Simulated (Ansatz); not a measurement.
# PbO: band-structure calculation

System: PbO (Pm-3m, 2 atoms in the cell).
Method: DFT, PBE, PAW with Ansatz's default frozen-core files, scalar-relativistic, no spin polarisation (Ansatz 0.2.0).

Its volume is 0.40 times that of the source entry. It belongs to a series of runs on one base structure; here: volume scaled by 0.4, PAW files. Figures and captions count atoms from 1; the log counts them from 0 in places.

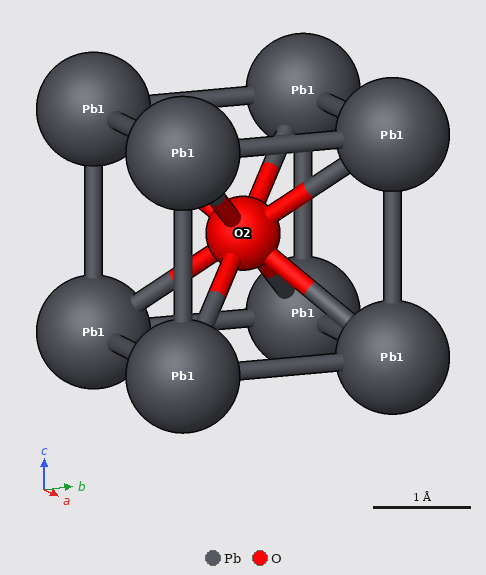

**Figure 1.** The input geometry (ball-and-stick view of the cell of the calculation, seen slightly off an axis; atoms are numbered from 1 in the order of the input). An atom can appear more than once, as a periodic image.

### Input file
```yaml
crystal:
  lattice:
    - [2.3686095509, 0.0, 0.0]
    - [0.0, 2.3686095509, 0.0]
    - [0.0, 0.0, 2.3686095509]
  atoms:
    - { symbol: Pb, position: [0.0, 0.0, 0.0] }
    - { symbol: O, position: [0.5, 0.5, 0.5] }
kpoints:
  mp_grid: { grid: [13, 13, 13] }
  band_path:
    path:
      - [0.0, 0.0, 0.0]
      - [0.0, 0.5, 0.0]
      - [0.5, 0.5, 0.0]
      - [0.0, 0.0, 0.0]
      - [0.5, 0.5, 0.5]
      - [0.0, 0.5, 0.0]
      - [0.5, 0.5, 0.5]
      - [0.5, 0.5, 0.0]
    npoints: 8
scf:
  occupations: { method: fermi_dirac, width: 0.05 }
hamiltonian:
  xc: pbe
  pseudopotentials: { kind: paw }
output:
  forces: true
  stress: true
  eigenvalues: true
  populations: true
  dos: { projected: true, de: 0.2, e_range: [-14, 8] }
```

Command:
```bash
ansatz run input.yaml --threads 1 --pin off --max-ram 2048MiB --backend cpu --events-out ev --progress --plain --runs-dir out
```

### Log
```
Engine: ansatz 0.2.0, aarch64-unknown-linux-gnu
Pseudopotentials: kind: paw
Pseudopotential: Pb, paw, valence charge 14, recommended cutoff 420 eV (normal), Pb.paw.azcp
Pseudopotential: O, paw, valence charge 6, recommended cutoff 420 eV (normal), O.paw.azcp
Functional definition: PBE
  parameter kappa = 0.804
  parameter beta = 0.06672455060314922
  exchange = pbe_x(kappa = kappa, mu = beta*pi^2/3)
  correlation = pbe_c(beta = beta)
Crystal: 2 atoms, lattice volume = 13.289 Å³
Basis set: ecut = 420 eV, 251 PW (Γ), exchange–correlation on 32×32×32 points (8 copies of the dense FFT grid, shifted against one another)
Bands: 14, of which v1, the nominal top of the filled ones, is band 10 counted from 1 (9 counted from 0)
Symmetry: 48 space group operations
Space group: Pm-3m (ITA 221), of the structure as read, at distance tolerance 2.4e-5 Å
k-points: 84 of 2197
Non-local potential: Pb, projectors of the file, l = 0: 2, l = 1: 2, l = 2: 2, l = 3: 2
Non-local potential: O, projectors of the file, l = 0: 2, l = 1: 2, l = 2: 1
PAW form: soft (Blöchl's): semilocal exchange-correlation on the pseudo side does not see the compensation charge
PAW one-centre angular grid: Pb, 590 points (default); XC on 64 Gauss nodes
PAW one-centre angular grid: O, 110 points (default); XC on 64 Gauss nodes
Initial density: superposition of atomic densities (neutral atoms: chi_scale 0, normalization atom), corrected by the library's trained network
Initial wavefunctions: pseudopotential atomic-orbital guess
Functional: x = pbe(κ = 0.804, μ = 0.2195149727645171), c = pbe(β = 0.06672455060314922)
SCF iter   1: F=—  HF=-12453.426696 eV  |F-HF|=—  |Δ(HF+E_count)|=         —  Δρ=4.17e-2  dr2=1.26e-1  ethr=1.77e-3  ⟨swp⟩=8.6  Hψ=9245  notcnv=0
preconditioner: auto → none  [metal: Δε(μ)=0.095 eV  Ē_g=26.384 eV  σ=0.050 eV  W_gap=0.44  n_scr=6 (ndim 8)  ℏωp=45.6 eV  f_vac=0.000  D(μ)=0.38/eV (n_scr^D=0)  sad-step TF]
SCF iter   2: F=—  HF=-12453.405530 eV  |F-HF|=—  |Δ(HF+E_count)|=   2.12e-2  Δρ=2.39e-2  dr2=4.37e-2  ethr=6.31e-4  ⟨swp⟩=2.8  Hψ=2628  notcnv=0
SCF iter   3: F=—  HF=-12453.390848 eV  |F-HF|=—  |Δ(HF+E_count)|=   1.47e-2  Δρ=3.98e-3  dr2=9.74e-4  ethr=2.18e-4  ⟨swp⟩=4.3  Hψ=3234  notcnv=0
SCF iter   4: F=—  HF=-12453.390917 eV  |F-HF|=—  |Δ(HF+E_count)|=   6.87e-5  Δρ=7.98e-4  dr2=5.98e-5  ethr=4.87e-6  ⟨swp⟩=3.4  Hψ=2661  notcnv=0
SCF iter   5: F=—  HF=-12453.390810 eV  |F-HF|=—  |Δ(HF+E_count)|=   1.07e-4  Δρ=1.99e-4  dr2=3.40e-6  ethr=2.99e-7  ⟨swp⟩=3.5  Hψ=2697  notcnv=0
SCF iter   6: F=-12453.390809 eV  HF=-12453.390809 eV  |F-HF|=3.51e-9  |Δ(HF+E_count)|=   1.17e-6  Δρ=9.68e-6  dr2=6.09e-9  ethr=5.00e-10  ⟨swp⟩=10.5  Hψ=10646  notcnv=0
SCF 1 converged in 6 iterations: F = -12453.390809 eV  dr2 = 6.09e-9
  greatest PAW one-centre occupation: 0.994 electrons in one spin orbital (limit 2), on the Pb atom at site 0 (counted from 0), in its partial waves of l = 2
```

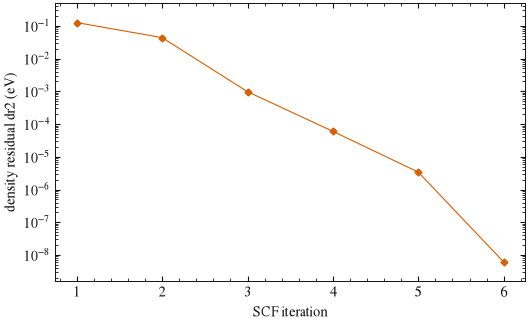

**Figure 2.** Convergence of the self-consistent field: density residual dr2 against the SCF iteration. The residual falls at every step.

```
NSCF: frozen V_eff on 57 k-points
SCF converged after 6 iterations
Free energy (F): -12453.390809 eV
Harris-Foulkes:  -12453.390809 eV  (|F-HF|=3.51e-9)
Internal energy: -12453.388427 eV  (E = F + TS)
E sigma→0 (E₀):  -12453.389618 eV
Entropy (-TS):   -0.002382 eV (-1.191 meV/atom)
Fermi energy:    37.427877 eV
--- Per-component energies (eV) ---
  E_band       = 411.840450
  E_kinetic    = 535.590567
  E_local      = -303.687650  (includes V_loc(G=0)·N_el)
  E_nonlocal   = 410.159571
  E_hartree    = 198.831204
  E_xc         = -316.113613
  E_vxc        = -254.888232  (∫ρ·V_xc dr)
  E_paw        = -10567.768518  (= ΣΔE_a)
  E_vpaw       = -373.000218  (= ΣTr[D̂ρ^β])
  E_aug_tail   = 0.002728  (compensation charges beyond the density's cutoff)
  E_ewald      = -2410.402716
  E_smearing   = -0.002382  (= −TS)
  E_closure    = -0.000000  (closes the sum)
  Σ components = -12453.390809   (vs F -12453.390809, Δ=0.00e0)
--- Forces (eV/Å), atoms counted from 1 ---
  atom   1  Pb    -0.00000000    -0.00000000    -0.00000000
  atom   2  O      0.00000000    -0.00000000     0.00000000
  max |Σ_I F_I| component: 6.51e-30 eV/Å
--- Stress (GPa, compression-positive) ---
      727.295082       0.000000       0.000000
       -0.000000     727.295082       0.000000
        0.000000       0.000000     727.295082
  P = ⅓ Tr σ = 727.2951 GPa (7272.951 kbar)
--- Band table (eV; the first three rows and the last of 84) ---
  k-point 0: bands = ["6.0580", "12.7436", "12.7436", "18.2975", "18.2975", "18.2975", "27.9463", "27.9463", "27.9463", "29.8271", "49.0847", "49.0847", "54.2376", "54.2376"]
  k-point 1: bands = ["6.2156", "12.7718", "12.8885", "18.1120", "18.1120", "18.3091", "26.7079", "28.1925", "28.1925", "30.9795", "48.3568", "49.0505", "53.8445", "53.8445"]
  k-point 2: bands = ["6.6736", "12.8508", "13.2703", "17.6366", "17.6366", "18.3415", "24.9391", "28.8458", "28.8458", "32.5477", "46.8304", "48.5189", "52.6009", "52.6009"]
  k-point 83: bands = ["12.0363", "12.6610", "12.6610", "14.6910", "19.8558", "19.8558", "29.7701", "30.5033", "30.5033", "34.9999", "35.3691", "35.3691", "43.4111", "59.3583"]
--- Löwdin populations: 2 sites ---
  site symbol       q [e]
     0     Pb     12.7469
     1      O      6.8988
  spilling = 0.017716 (of n_electrons = 20.000000)
```

### File populations.tsv
```
# site	symbol	l	j	q
# orbitals = lowdin
# n_electrons = 20.000000
# spilling = 0.017716
0	Pb	0_6S	-	1.411538
0	Pb	1_6P	-	1.425858
0	Pb	2_5D	-	9.909454
1	O	0_2S	-	1.750543
1	O	1_2P	-	5.148285
```

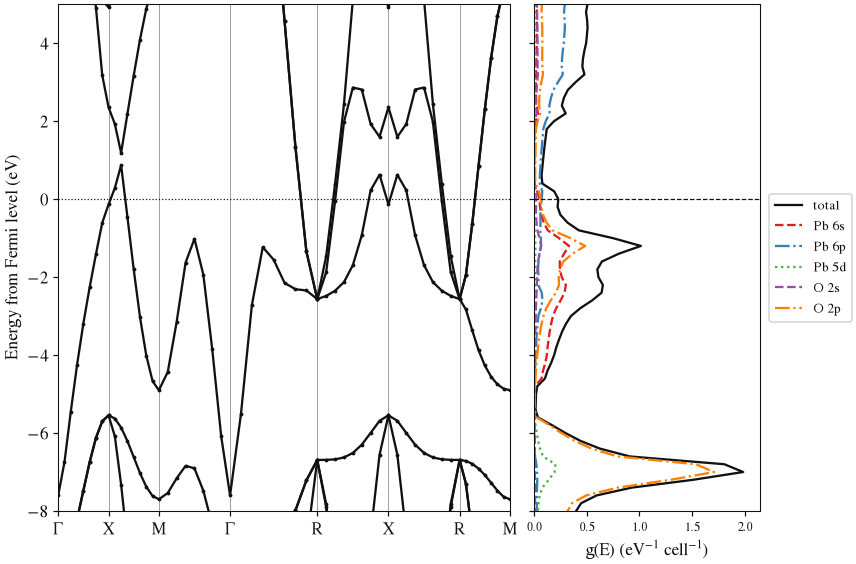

**Figure 3.** Band structure along Γ–X–M–Γ–R–X–R–M and density of states (projected on Löwdin-orthogonalised atomic shells), with energies from the Fermi level. Bands cross the Fermi level: a metal at this level of theory.

### Results in brief

| quantity | value |
| --- | --- |
| outcome | converged |
| space group (tolerance 0.01 Å) | Pm-3m (221) |
| electrons treated | 20 |
| free energy | −12453.3908 eV |
| Fermi energy | 37.428 eV |
| pressure | 727.30 GPa |
| electronic character | metal |
| largest force (length of the vector) | under 0.001 eV/Å |
| hardware | 1 thread of Arm Neoverse V1, 24 GiB of memory available, shared host |
| wall time | 2.5 s |
| peak memory | 0.27 GiB |

### Remarks

Spin–orbit coupling is left out, which matters for Pb. The cell is under a pressure of 727 GPa at this level, so it is not at its equilibrium volume.
